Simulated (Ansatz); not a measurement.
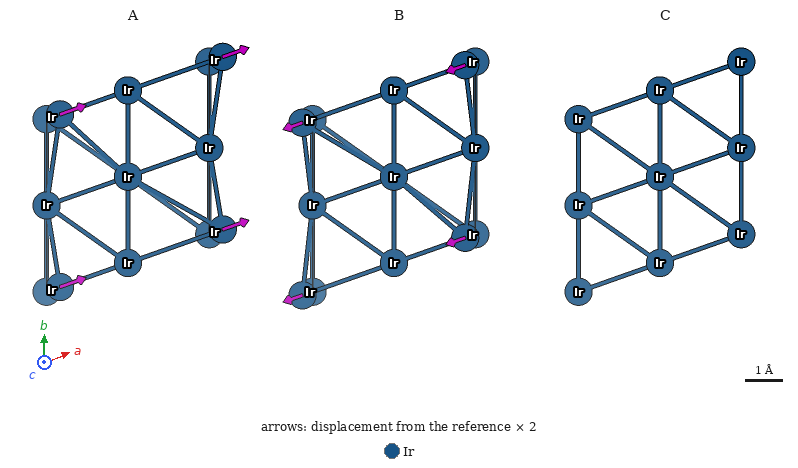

A scan of solid Ir (Fm-3m): an Ir atom (one in each cell of 8 atoms) is moved towards the nearest copy of atom 2 (Ir) at 2.715 Å, all else fixed. A ball-and-stick model of the cell of the calculation, seen along the c axis. Purple arrows: displacements from the reference.

The calculation used Ansatz 0.2.0, DFT PBE, scalar-relativistic, plane waves, PAW. Settings: plane-wave cutoff 420 eV; k-point mesh 12 × 12 × 12; occupations gaussian; smearing width 0.15 eV; no spin polarisation. Energies (free energies at the smearing named) are counted from the cell as listed in its source, which wasn't relaxed.

Question: Order these geometries by energy, lowest first.

Answer: Lowest first: C (the displacement 0.00 Å, 0 meV/cell), B (the displacement 0.3375 Å, 998 meV/cell), A (the displacement −0.45 Å, 1940 meV/cell). Over the whole scan: the lowest computed point lies at the displacement 0.00 Å (0 meV/cell). The curvature at zero is about 16 eV/Å². The well is symmetric. At the highest point the shortest interatomic distance is 2.27 Å, against 2.71 Å in the reference. The distortion takes the space group from Fm-3m to Imm2.
